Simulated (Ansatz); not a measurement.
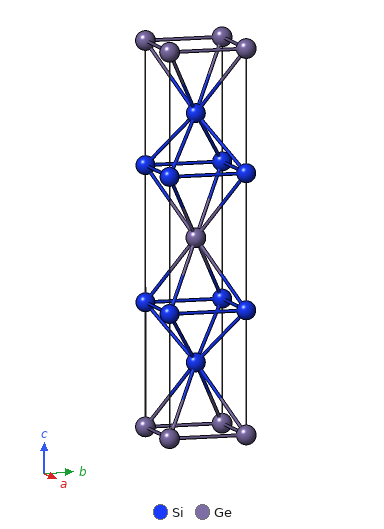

A ball-and-stick picture of a crystal structure, seen slightly off an axis. Thin lines show the conventional unit cell, with boundary atoms drawn in all their periodic places. Cell: a = 2.73 Å, b = 2.73 Å, c = 13.28 Å, α = 90.00°, β = 90.00°, γ = 90.00°.

The initial geometry was a structure type filled with these elements by a generator (whether the compound takes this form wasn't checked). Earlier steps of the study may have refined or changed the cell and positions. A calculation with Ansatz used it as input.

Q: Describe the arrangement of the atoms.

A: Chemical formula Si₂Ge. The space group is I4/mmm (No. 139); the lattice is body-centred tetragonal. Cell content 4 Si, 2 Ge; Z = 2. Each Si is bonded to eight Si and four Ge (about 2.7 Å to Si, 3.0 Å to Ge). The coordination shell of Ge holds eight Si and four Ge (about 3.0 Å to Si, 2.7 Å to Ge). The bonds build a three-dimensional framework.

Electronic-structure method: DFT PBE, scalar-relativistic, plane waves, PAW in Ansatz. Parameters: a kinetic-energy cutoff of 420 eV, k-points about 0.15 Å⁻¹ apart, Gaussian smearing of 0.1 eV, no spin polarisation.

Q: Predict the gap.

A: A metal: bands cross the Fermi level.

Q: How are the electrons shared out in a Bader analysis?

A: Si -0.03 e; Ge +0.07 e.

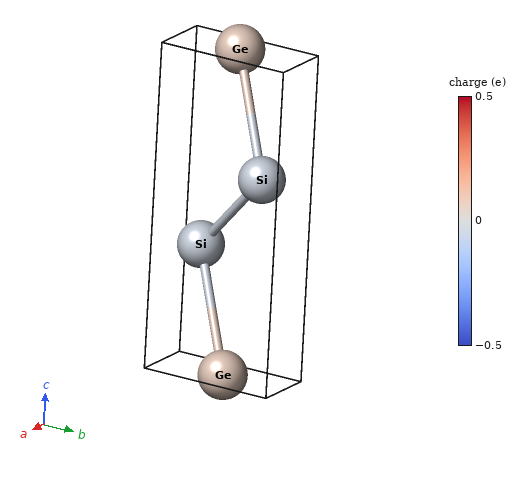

The atoms coloured by those charges. The run's cell of 3 atoms is drawn in a reduced setting, so axes and origin can differ from the first picture.

Q: Is the structure in equilibrium?

A: Yes. All forces vanish to within 0.01 eV/Å. The pressure is 0.0 GPa, close to zero.
